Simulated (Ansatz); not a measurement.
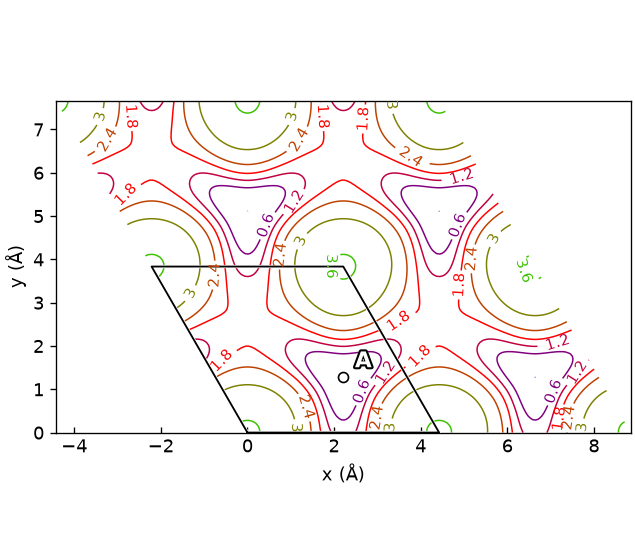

Si on a Mo(111) slab cut from the Im-3m phase, its upper half relaxed before the scan (6 atoms of substrate and one adsorbate in a 1 × 1 cell). 
- Si is moved over the surface cell; relaxed at each place: the height of the adsorbate's atoms; substrate rigid; the origin of the map has the adsorbate above Mo6.
- Places are given modulo a cell vector. The map is drawn in real space over the plane of the surface.
- Grid: 9 × 9 points; 19 points were computed and 62 follow by symmetry.
- All energies are given in eV relative to the lowest grid point.
- With one adsorbate in each 1 × 1 cell, its nearest image is 4.4 Å away, so neighbouring adsorbates interact.
- Theory: Ansatz 0.2.0, DFT PBEsol, scalar-relativistic, plane waves, PAW. Settings: cutoff 420 eV, k-mesh 6×6×1, gaussian smearing 0.1 eV, no spin polarisation.

Drawn: contour lines labelled in eV, the outline of one cell of the 2 × 2 shown, the point A. Between grid points the surface is interpolated.

Question: What is the easiest way out of the well at A, and how high is the barrier?

Answer: The easiest path leads from the well at a threefold hollow over a third-layer Mo atom, (6/9, 3/9) of the cell vectors to its copy one period on. Its highest point lies about 1.8 eV above the bottom of the first well on the interpolated surface, at about (0.28, 0.72) of the cell vectors. This is the barrier on the constrained surface; relaxing the other coordinates would change it.

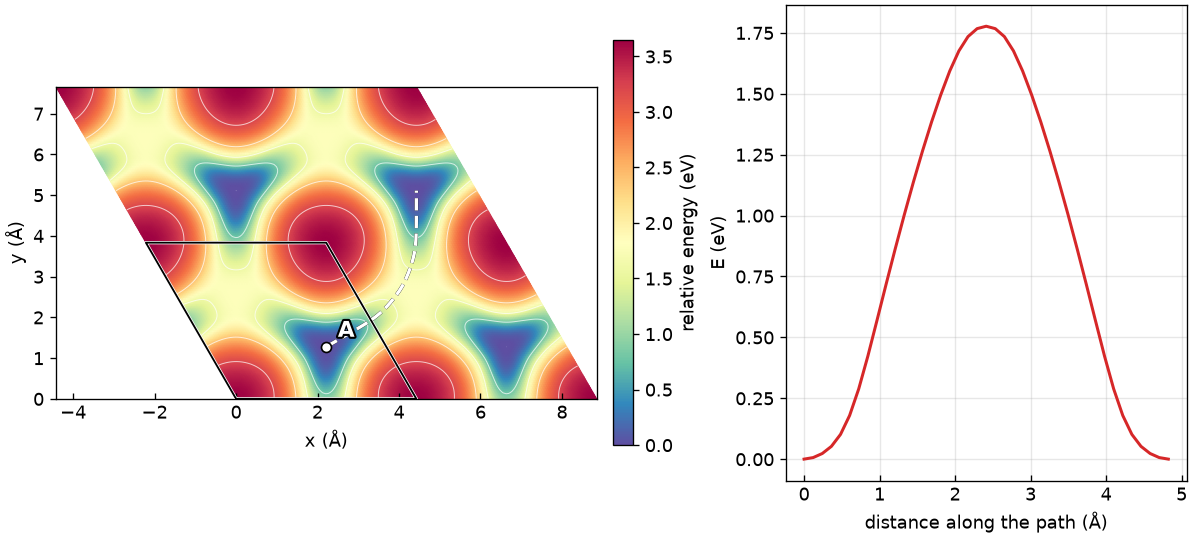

In the figure: a smooth colour map with a few white contour lines, a line along the lowest path, the outline of one cell of the 2 × 2 shown, the energy along the path at the right. Between grid points the surface is interpolated.

PAW datasets: the set soft_1.
